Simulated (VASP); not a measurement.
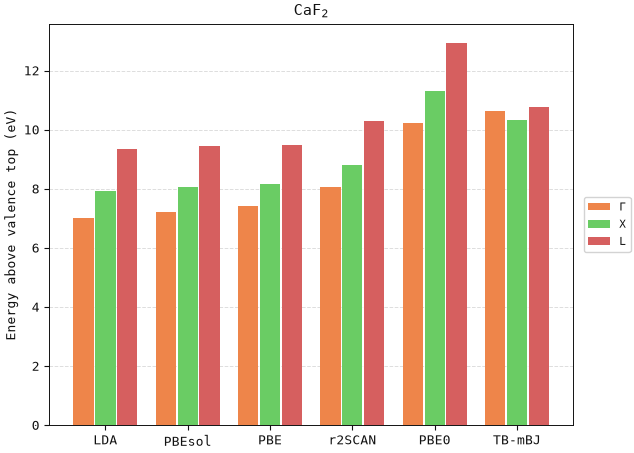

Lowest conduction level at each named k point, counted from the valence-band top at X, by several methods on one cell of fluorite-type CaF$_{2}$, space group Fm-3m (No. 225), 3 atoms in the primitive cell; cubic a = 5.425 Å. All runs are without spin-orbit coupling and carry no moments. The cell is at 4 GPa in PBE.

Q: Does PBE0 shift these levels rigidly from PBE?

A: The shifts are +2.84 eV at Γ, +3.13 eV at X and +3.46 eV at L: a spread of 0.63 eV on a mean of 3.14 eV, so one shift doesn't describe them.

Q: How do the methods rank at Γ?

A: From low to high: LDA 7.02, PBEsol 7.21, PBE 7.40, r2SCAN 8.07, PBE0 10.24, TB-mBJ 10.64 eV.

Q: Do the methods agree on which of these conduction levels is lowest?

A: No: LDA, PBEsol, PBE, r2SCAN and PBE0 put it at Γ and TB-mBJ puts it at X.

| method | program | Γ (eV) | X (eV) | L (eV) |
| --- | --- | --- | --- | --- |
| LDA | VASP | 7.02 | 7.92 | 9.34 |
| PBEsol | VASP | 7.21 | 8.07 | 9.44 |
| PBE | VASP | 7.40 | 8.17 | 9.47 |
| r2SCAN | VASP | 8.07 | 8.81 | 10.29 |
| PBE0 | VASP | 10.24 | 11.30 | 12.93 |
| TB-mBJ | VASP | 10.64 | 10.33 | 10.77 |

Settings. LDA: VASP PAW LDA potentials, release 64 (Ca_sv, F), 8×8×8 k mesh, 520 eV cutoff, Gaussian smearing of 0.03 eV (VASP). PBEsol: VASP PAW PBE potentials, release 64 (Ca_sv, F), 12×12×12 k mesh, 520 eV cutoff, Gaussian smearing of 0.02 eV (VASP). PBE: VASP PAW PBE potentials, release 64 (Ca_sv, F), 8×8×8 k mesh, 520 eV cutoff, Gaussian smearing of 0.03 eV (VASP 6.6.1). r2SCAN: VASP PAW PBE potentials, release 64 (Ca_sv, F), 8×8×8 k mesh, 520 eV cutoff, Gaussian smearing of 0.02 eV (VASP 6.6.1). PBE0: VASP PAW PBE potentials, release 64 (Ca_sv, F), 6×6×6 k mesh, 520 eV cutoff, Gaussian smearing of 0.02 eV (VASP 6.6.1). TB-mBJ: VASP PAW PBE potentials, release 64 (Ca_sv, F), 8×8×8 k mesh, 520 eV cutoff, Gaussian smearing of 0.03 eV (VASP).

The cell was derived from a database entry in an earlier step, so it needn't be the measured one. LDA, GGA and most meta-GGA functionals understate gaps. PBEsol, r2SCAN, PBE0 and TB-mBJ: the PAW data sets were made with another functional. TB-mBJ: this is a model potential built to give gaps, with no total energy.
